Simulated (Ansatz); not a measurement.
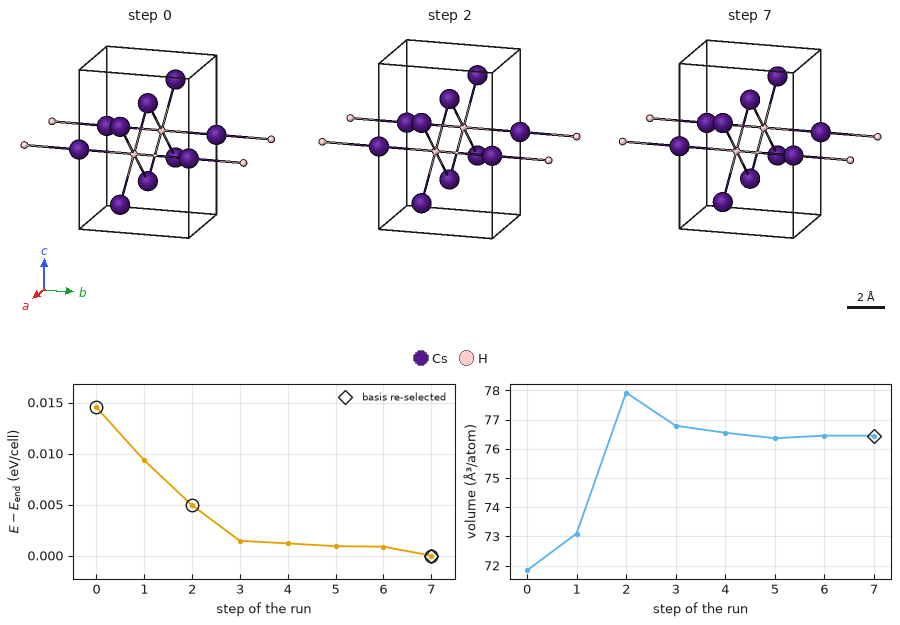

Frames of a relaxation of crystalline Cs3H (a generated structure, set up in Pmmm), marked on the history of the run. A ball-and-stick model of the cell of the calculation, seen slightly off an axis.

The calculation used Ansatz, DFT PBE, scalar-relativistic, plane waves, PAW. Set-up: plane-wave cutoff 420 eV; k-point mesh 10 × 8 × 6; occupations gaussian; smearing width 0.1 eV; no spin polarisation; cell and atoms relaxed; force threshold 0.01 eV/Å; at most 80 steps.

**Describe the path.**

The largest moves relative to the cell, 0.053 Å, are those of Cs atoms. H stays in place. Cell: a 5.103 → 5.038 Å (−1.3 %), b 6.254 → 6.498 Å (+3.9 %), c 9.003 → 9.343 Å (+3.8 %). Volume +6.4 %. Some distances before and after: Cs–H 3.127 → 3.249 Å, Cs–H 3.371 → 3.366 Å. The space group stays Pmmm (No. 47). The energy falls by 14.5 meV per cell of the calculation in 6 accepted moves (7 points after the start). The largest force component goes from 0.012 to 0.00099 eV/Å. The pressure goes from 0.16 to 0.01 GPa. At 1 point the geometry stayed and the basis and grid were re-selected for the new cell (energy shift of 0.9 meV per cell of the calculation at most each time). From step 0 to 2: Cs atoms move most (0.02 Å), volume +8.5 %, energy −9.6 meV per cell of the calculation. From step 2 to 7: Cs atoms move most (0.03 Å), volume −1.9 %, energy −4.9 meV per cell of the calculation.

```csv
step,"E − E(0), meV/atom","largest force component, eV/Å","pressure, GPa","volume, Å³/atom",note
0,0.00,0.0117,0.16,71.834,
1,-1.30,0.0146,0.12,73.099,
2,-2.40,0.0395,-0.07,77.926,
3,-3.27,0.0032,-0.01,76.792,
4,-3.33,0.0041,0.00,76.551,
5,-3.40,0.0008,0.01,76.364,
6,-3.41,0.0010,0.00,76.452,
7,-3.63,0.0010,0.01,76.452,"same geometry, new basis"
```
